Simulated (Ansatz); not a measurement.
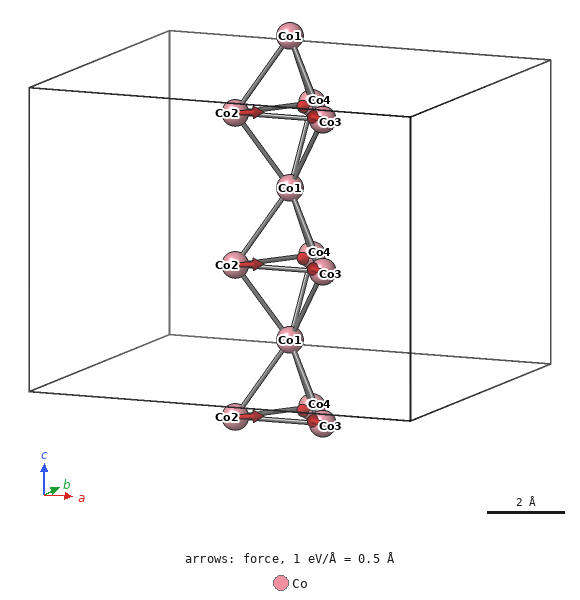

Starting geometry of a wire of composition Co with the computed forces as red arrows. Style: ball-and-stick. Shown: the 2 repeat of the cell, with the vacuum cut short, slightly off an axis.

Case: wire along [0 0 1], 4 atoms a period.

The calculation used Ansatz 0.2.0, DFT PBE, scalar-relativistic, plane waves, PAW.

The input:
```yaml
crystal:
  lattice:
    - [11.5, 0.0, 0.0]
    - [0.0, 11.5, 0.0]
    - [0.0, 0.0, 4.0330685337]
  atoms:
    - { symbol: Co, position: [0.5, 0.4687004778, 0.25], spin: 1.86 }
    - { symbol: Co, position: [0.3915752747, 0.4061014335, 0.75], spin: 1.86 }
    - { symbol: Co, position: [0.6084247253, 0.4061014335, 0.75], spin: 1.86 }
    - { symbol: Co, position: [0.5, 0.5938985665, 0.75], spin: 1.86 }
basis:
  ecutwfc: 420
kpoints:
  mp_grid: { grid: [1, 1, 8] }
hamiltonian:
  xc: pbe
scf:
  occupations: { method: gaussian, width: 0.05 }
output:
  forces: true
  stress: true
  eigenvalues: true
  populations: true
  write_density: true
  write_potential: true
  elf: true
  volumetric_format: npy
magnetization:
  spin_polarized: true
relax:
  adjacent_minimum: "off"
  f_tol: 0.02
  max_steps: 45
  cell: { fix: [a, b, alpha, beta, gamma], stress_tol: 0.03 }
```

Run as
```bash
ansatz run input.yaml --threads 4 --pin off --max-ram 9216MiB --backend cpu --events-out ev --progress --plain --runs-dir out
```

> Is this structure relaxed? If not, where do the atoms go?

It isn't relaxed: the largest force vector, on Co4, is 1.81 eV/Å. The final displacements have little in common with the starting forces (cosine between the two patterns −0.05). The energy falls by 2.910 eV per cell of the calculation in 14 accepted moves (15 points after the start). The largest force component goes from 1.8 to 0.0052 eV/Å. The SCF was repeated once at an unchanged geometry on a basis and grid sized afresh for the cell, which shifted the energy by 10.8 meV per cell of the calculation at most. The atom that moves furthest relative to the layer's centre is Co1 (0.93 Å). Along the periodic axis the drawn cell goes c 8.066 → 4.771 Å (−40.9 %). Some distances before and after: Co1–Co1 4.033 → 2.385 Å, Co2–Co3 2.494 → 3.711 Å, Co2–Co4 2.494 → 2.289 Å, Co1–Co2 2.478 → 2.342 Å. New bonds form: Co1–Co1 (4.03 → 2.39 Å), Co2–Co2 (4.03 → 2.39 Å), Co3–Co3 (4.03 → 2.39 Å), Co4–Co4 (4.03 → 2.39 Å). Bonds break: Co2–Co3 (2.49 → 3.71 Å). Among the angles between lasting bonds that change: Co2–Co1–Co4 146.2° → 87.5°, Co4–Co1–Co4 108.9° → 58.5°, Co2–Co4–Co3 60.0° → 108.3°. The run took 3.6 min on 4 threads of Intel(R) Xeon(R) Platinum 8259CL CPU @ 2.50GHz (Skylake/Cascade Lake), on a shared host, peak memory 1 GiB.

Limits of the set-up: the k-point mesh is coarse for a cell with partly filled bands.
